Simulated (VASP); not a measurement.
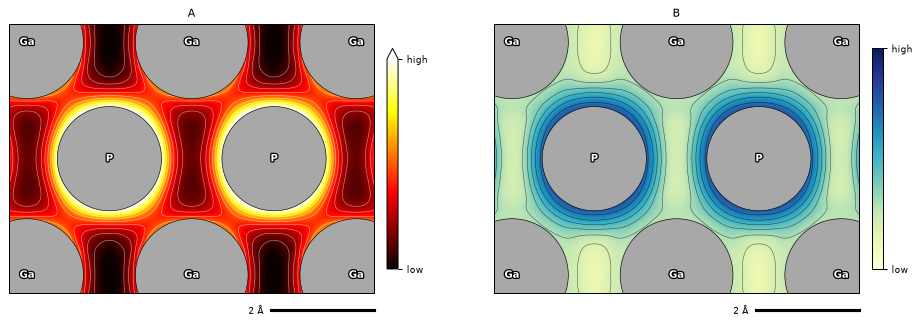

GaP: 2 fields on the (101̄) plane of the conventional cell, with unlabelled colour scales. Grey discs cover the atomic cores.

Space group Pm-3m; a generated structure, not necessarily the stable one.

Computed with VASP, Kohn-Sham DFT of a periodic cell, HSE06, VASP PAW PBE potentials, recommended.

Question: The panels show electron localisation function and valence pseudo-density in some order. Assign them.

Answer: Panel A: valence pseudo-density. Panel B: electron localisation function. From the grid: Ga–P (2.76 Å): ρ is about 0.26 e/Å³ halfway; the ELF peaks at about 0.80 in the valence shell of P, 0.8 Å from its nucleus, and drops to about 0.30 between the two atoms.
